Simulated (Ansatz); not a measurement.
**Run report: TaN, geometry relaxation (part 1 of 2)**

TaN (slab, 10 atoms in the cell), computed with DFT PBE, scalar-relativistic, plane waves, PAW, no spin polarisation (Ansatz 0.2.0).

The structure derives from an entry of the Crystallography Open Database. It belongs to a series of runs on one base structure; here: (1 0 0) slab, atoms relaxed.

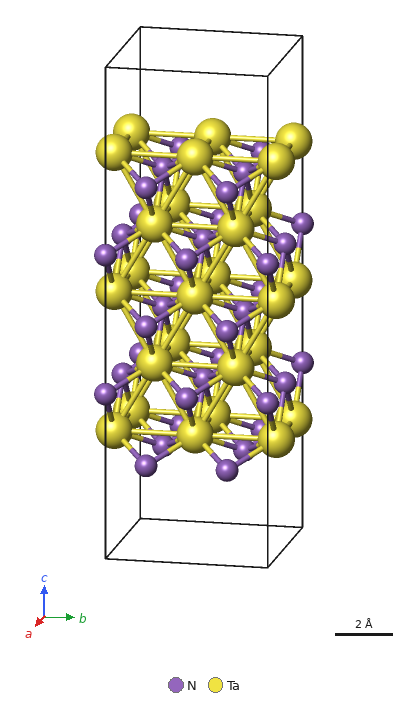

*The structure as given in the input (ball-and-stick view of the 2 × 2 repeat of the cell, with the vacuum cut short, seen slightly off an axis). An atom can appear more than once, as a periodic image.*

Near neighbours in the periodic cell (some may lie outside the picture): N has 4 Ta at 2.24 Å; Ta has 6 N at 2.24 Å and 6 Ta at 2.90 to 2.95 Å; N has 6 Ta at 2.24 Å; Ta has 6 N at 2.24 Å and 8 Ta at 2.90 to 2.95 Å; Ta has 4 N at 2.24 Å and 6 Ta at 2.90 to 2.95 Å.

## Input
```yaml
crystal:
  lattice:
    - [2.8977716015, 0.0, 0.0]
    - [0.0, 2.9501846798, 0.0]
    - [0.0, 0.0, 26.0713844736]
  atoms:
    - { symbol: "N", position: [0.0, 0.5, 0.2876717195] }
    - { symbol: Ta, position: [0.5, 0.0, 0.3203376088] }
    - { symbol: "N", position: [0.0, 0.0, 0.3856693874] }
    - { symbol: Ta, position: [0.5, 0.5, 0.4183352767] }
    - { symbol: "N", position: [0.0, 0.5, 0.4836670553] }
    - { symbol: Ta, position: [0.5, 0.0, 0.5163329447] }
    - { symbol: "N", position: [0.0, 0.0, 0.5816647233] }
    - { symbol: Ta, position: [0.5, 0.5, 0.6143306126] }
    - { symbol: "N", position: [0.0, 0.5, 0.6796623912] }
    - { symbol: Ta, position: [0.5, 0.0, 0.7123282805] }
basis:
  ecutwfc: 420
kpoints:
  mp_grid: { grid: [12, 12, 1] }
hamiltonian:
  xc: pbe
scf:
  occupations: { method: gaussian, width: 0.1 }
output:
  forces: true
  eigenvalues: true
relax:
  adjacent_minimum: "off"
  f_tol: 0.02
  max_steps: 60
efield:
  axis: 3
  dipole_correction: true
  ramp_width: 0.04
```

Run as:
```bash
ansatz run input.yaml --threads 1 --pin off --max-ram 2560MiB --backend cpu --events-out ev --progress --plain --runs-dir out
```

## What the program printed
```
Engine: ansatz 0.2.0, x86_64-unknown-linux-gnu
Pseudopotentials: kind: paw
Pseudopotential: N, paw, valence charge 5, recommended cutoff 420 eV (normal), N.paw.azcp
Pseudopotential: Ta, paw, valence charge 13, recommended cutoff 420 eV (normal), Ta.paw.azcp
Functional definition: PBE
  parameter kappa = 0.804
  parameter beta = 0.06672455060314922
  exchange = pbe_x(kappa = kappa, mu = beta*pi^2/3)
  correlation = pbe_c(beta = beta)
Crystal: 10 atoms, lattice volume = 222.883 Å³
Basis set: ecut = 420 eV, 4287 PW (Γ), exchange–correlation on 40×40×360 points (8 copies of the dense FFT grid, shifted against one another)
Bands: 55, of which v1, the nominal top of the filled ones, is band 45 counted from 1 (44 counted from 0)
Symmetry: 4 space group operations
Space group: Pmm2 (ITA 25), of the structure as read, at distance tolerance 6.1e-5 Å
k-points: 49 of 144
Non-local potential: N, projectors of the file, l = 0: 2, l = 1: 2, l = 2: 1
Non-local potential: Ta, projectors of the file, l = 0: 3, l = 1: 2, l = 2: 2, l = 3: 1
PAW form: soft (Blöchl's): semilocal exchange-correlation on the pseudo side does not see the compensation charge
PAW one-centre angular grid: N, 110 points (default); XC on 64 Gauss nodes
PAW one-centre angular grid: Ta, 590 points (default); XC on 64 Gauss nodes
Initial density: superposition of atomic densities (neutral atoms: chi_scale 0, normalization atom), corrected by the library's trained network
Initial wavefunctions: pseudopotential atomic-orbital guess
Functional: x = pbe(κ = 0.804, μ = 0.2195149727645171), c = pbe(β = 0.06672455060314922)
SCF iter   1: F=—  HF=-51590.011039 eV  |F-HF|=—  |Δ(HF+E_count)|=         —  Δρ=1.57e-2  dr2=2.23e1  ethr=1.77e-3  p=-0.032 e·Å  D=-2.58e-2 V/Å  ΔV_dip=0.67 eV  dr2_dipole=1.61e1  V_vac-E_F(+/−)=5.81/5.13 eV  ⟨swp⟩=8.0  Hψ=13427  notcnv=0
efield: sawtooth ramp at fractional position 0.9800 (placed from the atoms, in the widest stretch of the axis that holds none; the zero of the levels goes with the place), width 0.0400; the density the first Hamiltonian is built on has a dipole p = -0.032 e·Å; the dipole correction subtracts the counter field D = -2.58e-2 V/Å, which shifts the + side's vacuum level by +0.67 eV against the − side's; the planar-averaged density in the ramp window peaks in size at 7.8e-5 e/Å³
preconditioner: auto → LDOS  [metal: Δε(μ)=0.033 eV  Ē_g=9.130 eV  σ=0.100 eV  W_gap=0.18  n_scr=50 (ndim 8)  ℏωp=17.6 eV  f_vac=0.449  D(μ)=3.29/eV (n_scr^D=12)  β→1.0]
SCF iter   2: F=—  HF=-51589.498862 eV  |F-HF|=—  |Δ(HF+E_count)|=   5.12e-1  Δρ=1.01e-2  dr2=1.90e0  ethr=1.77e-3  p=0.018 e·Å  D=1.48e-2 V/Å  ΔV_dip=-0.39 eV  dr2_dipole=1.77e-1  V_vac-E_F(+/−)=5.46/5.84 eV  ⟨swp⟩=3.9  Hψ=4095  notcnv=0  defer=150
SCF iter   3: F=—  HF=-51589.385673 eV  |F-HF|=—  |Δ(HF+E_count)|=   1.13e-1  Δρ=5.36e-3  dr2=1.18e0  ethr=1.77e-3  p=0.043 e·Å  D=3.48e-2 V/Å  ΔV_dip=-0.91 eV  dr2_dipole=9.16e-1  V_vac-E_F(+/−)=5.43/6.34 eV  ⟨swp⟩=2.7  Hψ=3618  notcnv=0  defer=148
SCF iter   4: F=—  HF=-51589.370341 eV  |F-HF|=—  |Δ(HF+E_count)|=   1.53e-2  Δρ=3.07e-3  dr2=8.86e-2  ethr=1.31e-3  p=0.057 e·Å  D=4.65e-2 V/Å  ΔV_dip=-1.21 eV  dr2_dipole=2.60e-2  V_vac-E_F(+/−)=5.37/6.59 eV  ⟨swp⟩=1.8  Hψ=2924  notcnv=0  defer=149
SCF iter   5: F=—  HF=-51589.364494 eV  |F-HF|=—  |Δ(HF+E_count)|=   5.85e-3  Δρ=1.53e-3  dr2=6.19e-2  ethr=9.84e-5  p=0.056 e·Å  D=4.53e-2 V/Å  ΔV_dip=-1.18 eV  dr2_dipole=4.08e-2  V_vac-E_F(+/−)=5.36/6.54 eV  ⟨swp⟩=2.0  Hψ=3744  notcnv=0  defer=150
SCF iter   6: F=—  HF=-51589.363331 eV  |F-HF|=—  |Δ(HF+E_count)|=   1.16e-3  Δρ=5.02e-4  dr2=9.24e-4  ethr=6.87e-5  p=0.053 e·Å  D=4.30e-2 V/Å  ΔV_dip=-1.12 eV  dr2_dipole=6.44e-7  V_vac-E_F(+/−)=5.37/6.49 eV  ⟨swp⟩=1.2  Hψ=2626  notcnv=0  defer=150
SCF iter   7: F=—  HF=-51589.363512 eV  |F-HF|=—  |Δ(HF+E_count)|=   1.82e-4  Δρ=3.02e-4  dr2=7.96e-4  ethr=1.03e-6  p=0.053 e·Å  D=4.32e-2 V/Å  ΔV_dip=-1.13 eV  dr2_dipole=1.31e-4  V_vac-E_F(+/−)=5.38/6.50 eV  ⟨swp⟩=2.8  Hψ=4734  notcnv=0  defer=150
SCF iter   8: F=—  HF=-51589.363511 eV  |F-HF|=—  |Δ(HF+E_count)|=   9.17e-7  Δρ=1.74e-4  dr2=6.22e-4  ethr=8.85e-7  p=0.053 e·Å  D=4.31e-2 V/Å  ΔV_dip=-1.12 eV  dr2_dipole=3.66e-4  V_vac-E_F(+/−)=5.38/6.51 eV  ⟨swp⟩=2.0  Hψ=3416  notcnv=0  defer=150
SCF iter   9: F=—  HF=-51589.363507 eV  |F-HF|=—  |Δ(HF+E_count)|=   4.03e-6  Δρ=9.77e-5  dr2=4.06e-4  ethr=6.91e-7  p=0.053 e·Å  D=4.31e-2 V/Å  ΔV_dip=-1.12 eV  dr2_dipole=2.66e-4  V_vac-E_F(+/−)=5.39/6.51 eV  ⟨swp⟩=1.5  Hψ=2758  notcnv=0  defer=150
SCF iter  10: F=—  HF=-51589.363507 eV  |F-HF|=—  |Δ(HF+E_count)|=   6.32e-8  Δρ=6.66e-5  dr2=4.33e-5  ethr=4.51e-7  p=0.053 e·Å  D=4.31e-2 V/Å  ΔV_dip=-1.12 eV  dr2_dipole=9.53e-6  V_vac-E_F(+/−)=5.39/6.51 eV  ⟨swp⟩=1.5  Hψ=2953  notcnv=0  defer=150
iter 11 did not close the SCF: its close was put off until two iterations running show no level that it waits for move by more than its bar (scf_convergence_deferred on its scf_iter line)
SCF iter  11: F=-51589.363501 eV  HF=-51589.363506 eV  |F-HF|=5.11e-6  |Δ(HF+E_count)|=   1.45e-6  Δρ=2.40e-5  dr2=5.26e-6  ethr=1.11e-8  p=0.053 e·Å  D=4.30e-2 V/Å  ΔV_dip=-1.12 eV  dr2_dipole=7.40e-7  V_vac-E_F(+/−)=5.39/6.51 eV  ⟨swp⟩=22.0  Hψ=16222  notcnv=0
SCF iter  12: F=-51589.363506 eV  HF=-51589.363506 eV  |F-HF|=3.96e-8  |Δ(HF+E_count)|=   3.97e-8  Δρ=9.54e-6  dr2=3.53e-7  ethr=5.84e-9  p=0.053 e·Å  D=4.29e-2 V/Å  ΔV_dip=-1.12 eV  dr2_dipole=4.00e-9  V_vac-E_F(+/−)=5.39/6.51 eV  ⟨swp⟩=3.4  Hψ=9183  notcnv=0
SCF 1 converged in 12 iterations: F = -51589.363506 eV  dr2 = 3.53e-7
  greatest PAW one-centre occupation: 0.999 electrons in one spin orbital (limit 2), on the Ta atom at site 7 (counted from 0), in its partial waves of l = 0
relax step   1: F+E_penalty+E_count = -51589.36350574 eV  Δ(F+E_penalty+E_count) = +0.000e0 eV  max|allowed force component| = 3.349e0 eV/Å  Δτ_max = 0.0000 Å  (12 SCF iters, dr2 threshold 1.00e-5 eV, accepted)
Initial density: handed on by an earlier stage of this run
Initial wavefunctions: those handed on with the density
SCF iter   1: F=—  HF=-51589.899476 eV  |F-HF|=—  |Δ(HF+E_count)|=         —  Δρ=1.24e-2  dr2=2.83e0  ethr=3.10e-3  p=0.053 e·Å  D=4.30e-2 V/Å  ΔV_dip=-1.12 eV  dr2_dipole=2.38e0  V_vac-E_F(+/−)=5.28/6.40 eV  ⟨swp⟩=6.2  Hψ=7205  notcnv=0  defer=111
efield: sawtooth ramp at fractional position 0.9800 (handed on by an earlier solve), width 0.0400; the density the first Hamiltonian is built on has a dipole p = 0.053 e·Å; the dipole correction subtracts the counter field D = 4.30e-2 V/Å, which shifts the + side's vacuum level by -1.12 eV against the − side's; the planar-averaged density in the ramp window peaks in size at 4.3e-6 e/Å³
preconditioner: auto → LDOS  [metal: Δε(μ)=0.043 eV  Ē_g=9.078 eV  σ=0.100 eV  W_gap=0.24  n_scr=50 (ndim 8)  ℏωp=17.6 eV  f_vac=0.447  D(μ)=4.23/eV (n_scr^D=14)  β→1.0]
SCF iter   2: F=—  HF=-51589.748448 eV  |F-HF|=—  |Δ(HF+E_count)|=   1.51e-1  Δρ=9.58e-3  dr2=2.43e-1  ethr=3.10e-3  p=-0.020 e·Å  D=-1.65e-2 V/Å  ΔV_dip=0.43 eV  dr2_dipole=4.13e-2  V_vac-E_F(+/−)=5.37/4.94 eV  ⟨swp⟩=3.2  Hψ=4570  notcnv=0  defer=146
SCF iter   3: F=—  HF=-51589.735697 eV  |F-HF|=—  |Δ(HF+E_count)|=   1.28e-2  Δρ=5.91e-3  dr2=9.12e-2  ethr=2.70e-4  p=-0.012 e·Å  D=-9.95e-3 V/Å  ΔV_dip=0.26 eV  dr2_dipole=9.56e-4  V_vac-E_F(+/−)=5.38/5.12 eV  ⟨swp⟩=3.0  Hψ=5404  notcnv=0  defer=163
SCF iter   4: F=—  HF=-51589.712777 eV  |F-HF|=—  |Δ(HF+E_count)|=   2.29e-2  Δρ=4.81e-4  dr2=1.09e-3  ethr=1.01e-4  p=-0.023 e·Å  D=-1.88e-2 V/Å  ΔV_dip=0.49 eV  dr2_dipole=2.68e-5  V_vac-E_F(+/−)=5.38/4.89 eV  ⟨swp⟩=2.2  Hψ=4186  notcnv=0  defer=159
SCF iter   5: F=—  HF=-51589.713133 eV  |F-HF|=—  |Δ(HF+E_count)|=   3.57e-4  Δρ=3.37e-4  dr2=3.17e-4  ethr=1.21e-6  p=-0.025 e·Å  D=-2.03e-2 V/Å  ΔV_dip=0.53 eV  dr2_dipole=4.98e-6  V_vac-E_F(+/−)=5.38/4.85 eV  ⟨swp⟩=3.0  Hψ=4735  notcnv=0  defer=159
SCF iter   6: F=—  HF=-51589.713105 eV  |F-HF|=—  |Δ(HF+E_count)|=   2.88e-5  Δρ=1.10e-4  dr2=4.69e-5  ethr=1.11e-7  p=-0.025 e·Å  D=-2.07e-2 V/Å  ΔV_dip=0.54 eV  dr2_dipole=1.13e-6  V_vac-E_F(+/−)=5.38/4.84 eV  ⟨swp⟩=17.8  Hψ=18380  notcnv=0
SCF iter   7: F=-51589.713101 eV  HF=-51589.713105 eV  |F-HF|=4.22e-6  |Δ(HF+E_count)|=   4.13e-7  Δρ=2.20e-5  dr2=5.59e-6  ethr=5.21e-8  p=-0.026 e·Å  D=-2.09e-2 V/Å  ΔV_dip=0.54 eV  dr2_dipole=2.31e-9  V_vac-E_F(+/−)=5.38/4.83 eV  ⟨swp⟩=8.8  Hψ=11473  notcnv=0
SCF 2 converged in 7 iterations: F = -51589.713101 eV  dr2 = 5.59e-6
relax step   2: F+E_penalty+E_count = -51589.71310088 eV  Δ(F+E_penalty+E_count) = -3.496e-1 eV  max|allowed force component| = 1.012e0 eV/Å  Δτ_max = 0.1949 Å  (7 SCF iters, dr2 threshold 1.00e-4 eV, accepted)
iter 1 solved again at ethr=5.80e-4 eV; its pass at ethr=3.10e-3 eV (dr2=5.22e-1 eV) is discarded
SCF iter   1: F=—  HF=-51589.773173 eV  |F-HF|=—  |Δ(HF+E_count)|=         —  Δρ=4.42e-3  dr2=5.30e-1  ethr=5.80e-4  p=-0.026 e·Å  D=-2.09e-2 V/Å  ΔV_dip=0.54 eV  dr2_dipole=3.85e-1  V_vac-E_F(+/−)=5.40/4.86 eV  ⟨swp⟩=1.5  Hψ=7945  notcnv=0  defer=176
efield: sawtooth ramp at fractional position 0.9800 (handed on by an earlier solve), width 0.0400; the density the first Hamiltonian is built on has a dipole p = -0.026 e·Å; the dipole correction subtracts the counter field D = -2.09e-2 V/Å, which shifts the + side's vacuum level by +0.54 eV against the − side's; the planar-averaged density in the ramp window peaks in size at 1.4e-6 e/Å³
preconditioner: auto → LDOS  [metal: Δε(μ)=0.041 eV  Ē_g=9.090 eV  σ=0.100 eV  W_gap=0.22  n_scr=50 (ndim 8)  ℏωp=17.6 eV  f_vac=0.452  D(μ)=3.05/eV (n_scr^D=12)  β→1.0]
SCF iter   2: F=—  HF=-51589.766822 eV  |F-HF|=—  |Δ(HF+E_count)|=   6.35e-3  Δρ=2.99e-3  dr2=3.07e-1  ethr=5.80e-4  p=-0.002 e·Å  D=-1.54e-3 V/Å  ΔV_dip=0.04 eV  dr2_dipole=1.86e-1  V_vac-E_F(+/−)=5.37/5.33 eV  ⟨swp⟩=2.8  Hψ=3542  notcnv=0  defer=175
SCF iter   3: F=—  HF=-51589.759094 eV  |F-HF|=—  |Δ(HF+E_count)|=   7.73e-3  Δρ=1.09e-3  dr2=2.58e-2  ethr=3.41e-4  p=-0.010 e·Å  D=-7.96e-3 V/Å  ΔV_dip=0.21 eV  dr2_dipole=1.67e-2  V_vac-E_F(+/−)=5.39/5.18 eV  ⟨swp⟩=2.0  Hψ=3608  notcnv=0  defer=172
SCF iter   4: F=—  HF=-51589.757242 eV  |F-HF|=—  |Δ(HF+E_count)|=   1.85e-3  Δρ=2.64e-4  dr2=1.71e-3  ethr=2.86e-5  p=-0.007 e·Å  D=-5.95e-3 V/Å  ΔV_dip=0.16 eV  dr2_dipole=1.11e-3  V_vac-E_F(+/−)=5.38/5.23 eV  ⟨swp⟩=2.0  Hψ=3899  notcnv=0  defer=170
SCF iter   5: F=-51589.757178 eV  HF=-51589.757191 eV  |F-HF|=1.39e-5  |Δ(HF+E_count)|=   5.08e-5  Δρ=7.41e-5  dr2=2.65e-5  ethr=7.12e-8  p=-0.007 e·Å  D=-5.63e-3 V/Å  ΔV_dip=0.15 eV  dr2_dipole=1.17e-6  V_vac-E_F(+/−)=5.38/5.23 eV  ⟨swp⟩=16.9  Hψ=17173  notcnv=0
SCF 3 converged in 5 iterations: F = -51589.757178 eV  dr2 = 2.65e-5
relax step   3: F+E_penalty+E_count = -51589.75717760 eV  Δ(F+E_penalty+E_count) = -4.408e-2 eV  max|allowed force component| = 2.190e-1 eV/Å  Δτ_max = 0.0657 Å  (5 SCF iters, dr2 threshold 6.41e-5 eV, accepted)
SCF iter   1: F=—  HF=-51589.763228 eV  |F-HF|=—  |Δ(HF+E_count)|=         —  Δρ=1.64e-3  dr2=5.62e-2  ethr=1.05e-3  p=-0.007 e·Å  D=-5.63e-3 V/Å  ΔV_dip=0.15 eV  dr2_dipole=2.95e-2  V_vac-E_F(+/−)=5.38/5.23 eV  ⟨swp⟩=2.1  Hψ=3896  notcnv=0  defer=166
efield: sawtooth ramp at fractional position 0.9800 (handed on by an earlier solve), width 0.0400; the density the first Hamiltonian is built on has a dipole p = -0.007 e·Å; the dipole correction subtracts the counter field D = -5.63e-3 V/Å, which shifts the + side's vacuum level by +0.15 eV against the − side's; the planar-averaged density in the ramp window peaks in size at 3.0e-6 e/Å³
preconditioner: auto → LDOS  [metal: Δε(μ)=0.013 eV  Ē_g=9.058 eV  σ=0.100 eV  W_gap=0.07  n_scr=50 (ndim 8)  ℏωp=17.6 eV  f_vac=0.450  D(μ)=4.20/eV (n_scr^D=14)  β→1.0]
SCF iter   2: F=—  HF=-51589.761943 eV  |F-HF|=—  |Δ(HF+E_count)|=   1.29e-3  Δρ=8.66e-4  dr2=2.90e-3  ethr=6.24e-5  p=-0.006 e·Å  D=-5.09e-3 V/Å  ΔV_dip=0.13 eV  dr2_dipole=6.37e-6  V_vac-E_F(+/−)=5.38/5.25 eV  ⟨swp⟩=2.0  Hψ=3998  notcnv=0  defer=168
SCF iter   3: F=—  HF=-51589.761278 eV  |F-HF|=—  |Δ(HF+E_count)|=   6.65e-4  Δρ=5.47e-4  dr2=1.32e-3  ethr=3.23e-6  p=-0.009 e·Å  D=-7.30e-3 V/Å  ΔV_dip=0.19 eV  dr2_dipole=5.58e-6  V_vac-E_F(+/−)=5.38/5.19 eV  ⟨swp⟩=3.0  Hψ=5311  notcnv=0  defer=168
SCF iter   4: F=—  HF=-51589.761005 eV  |F-HF|=—  |Δ(HF+E_count)|=   2.73e-4  Δρ=1.30e-4  dr2=1.20e-4  ethr=1.47e-6  p=-0.008 e·Å  D=-6.62e-3 V/Å  ΔV_dip=0.17 eV  dr2_dipole=7.27e-6  V_vac-E_F(+/−)=5.38/5.21 eV  ⟨swp⟩=2.0  Hψ=3738  notcnv=0  defer=168
SCF iter   5: F=—  HF=-51589.760988 eV  |F-HF|=—  |Δ(HF+E_count)|=   1.71e-5  Δρ=4.14e-5  dr2=1.25e-5  ethr=1.33e-7  p=-0.008 e·Å  D=-6.38e-3 V/Å  ΔV_dip=0.17 eV  dr2_dipole=1.03e-6  V_vac-E_F(+/−)=5.38/5.22 eV  ⟨swp⟩=2.2  Hψ=4327  notcnv=0  defer=168
SCF iter   6: F=-51589.760987 eV  HF=-51589.760987 eV  |F-HF|=5.93e-7  |Δ(HF+E_count)|=   5.58e-7  Δρ=1.46e-5  dr2=1.21e-6  ethr=3.33e-9  p=-0.008 e·Å  D=-6.32e-3 V/Å  ΔV_dip=0.16 eV  dr2_dipole=3.35e-11  V_vac-E_F(+/−)=5.38/5.22 eV  ⟨swp⟩=15.7  Hψ=14992  notcnv=0
SCF 4 converged in 6 iterations: F = -51589.760987 eV  dr2 = 1.21e-6
relax step   4: F+E_penalty+E_count = -51589.76098687 eV  Δ(F+E_penalty+E_count) = -3.809e-3 eV  max|allowed force component| = 5.386e-2 eV/Å  Δτ_max = 0.0271 Å  (6 SCF iters, dr2 threshold 3.00e-6 eV, accepted)
SCF iter   1: F=—  HF=-51589.761384 eV  |F-HF|=—  |Δ(HF+E_count)|=         —  Δρ=2.28e-4  dr2=7.44e-4  ethr=1.21e-5  p=-0.008 e·Å  D=-6.32e-3 V/Å  ΔV_dip=0.16 eV  dr2_dipole=3.35e-4  V_vac-E_F(+/−)=5.38/5.22 eV  ⟨swp⟩=1.9  Hψ=3764  notcnv=0
efield: sawtooth ramp at fractional position 0.9800 (handed on by an earlier solve), width 0.0400; the density the first Hamiltonian is built on has a dipole p = -0.008 e·Å; the dipole correction subtracts the counter field D = -6.32e-3 V/Å, which shifts the + side's vacuum level by +0.16 eV against the − side's; the planar-averaged density in the ramp window peaks in size at 2.7e-6 e/Å³
preconditioner: auto → LDOS  [metal: Δε(μ)=0.023 eV  Ē_g=9.064 eV  σ=0.100 eV  W_gap=0.13  n_scr=50 (ndim 8)  ℏωp=17.6 eV  f_vac=0.450  D(μ)=3.95/eV (n_scr^D=14)  β→1.0]
SCF iter   2: F=—  HF=-51589.761355 eV  |F-HF|=—  |Δ(HF+E_count)|=   2.86e-5  Δρ=1.59e-4  dr2=1.29e-4  ethr=8.27e-7  p=-0.008 e·Å  D=-6.63e-3 V/Å  ΔV_dip=0.17 eV  dr2_dipole=2.87e-7  V_vac-E_F(+/−)=5.38/5.21 eV  ⟨swp⟩=2.5  Hψ=4177  notcnv=0
SCF iter   3: F=—  HF=-51589.761338 eV  |F-HF|=—  |Δ(HF+E_count)|=   1.70e-5  Δρ=8.38e-5  dr2=2.92e-5  ethr=1.43e-7  p=-0.008 e·Å  D=-6.31e-3 V/Å  ΔV_dip=0.16 eV  dr2_dipole=5.53e-7  V_vac-E_F(+/−)=5.38/5.22 eV  ⟨swp⟩=3.0  Hψ=5084  notcnv=0
SCF iter   4: F=—  HF=-51589.761162 eV  |F-HF|=—  |Δ(HF+E_count)|=   1.76e-4  Δρ=1.38e-5  dr2=1.43e-6  ethr=3.24e-8  p=-0.008 e·Å  D=-6.37e-3 V/Å  ΔV_dip=0.17 eV  dr2_dipole=3.26e-7  V_vac-E_F(+/−)=5.38/5.22 eV  ⟨swp⟩=2.3  Hψ=3709  notcnv=0
SCF iter   5: F=—  HF=-51589.761162 eV  |F-HF|=—  |Δ(HF+E_count)|=   9.96e-8  Δρ=4.17e-6  dr2=1.14e-7  ethr=1.59e-9  p=-0.008 e·Å  D=-6.39e-3 V/Å  ΔV_dip=0.17 eV  dr2_dipole=3.32e-8  V_vac-E_F(+/−)=5.38/5.22 eV  ⟨swp⟩=2.6  Hψ=4456  notcnv=0
SCF iter   6: F=-51589.761162 eV  HF=-51589.761162 eV  |F-HF|=1.65e-8  |Δ(HF+E_count)|=   5.28e-8  Δρ=1.71e-6  dr2=7.32e-9  ethr=1.11e-10  p=-0.008 e·Å  D=-6.39e-3 V/Å  ΔV_dip=0.17 eV  dr2_dipole=4.80e-10  V_vac-E_F(+/−)=5.38/5.22 eV  ⟨swp⟩=11.1  Hψ=12158  notcnv=0
SCF 5 converged in 6 iterations: F = -51589.761162 eV  dr2 = 7.32e-9
relax step   5: F+E_penalty+E_count = -51589.76116231 eV  Δ(F+E_penalty+E_count) = -1.754e-4 eV  max|allowed force component| = 2.476e-3 eV/Å  Δτ_max = 0.0041 Å  (6 SCF iters, accepted)
```
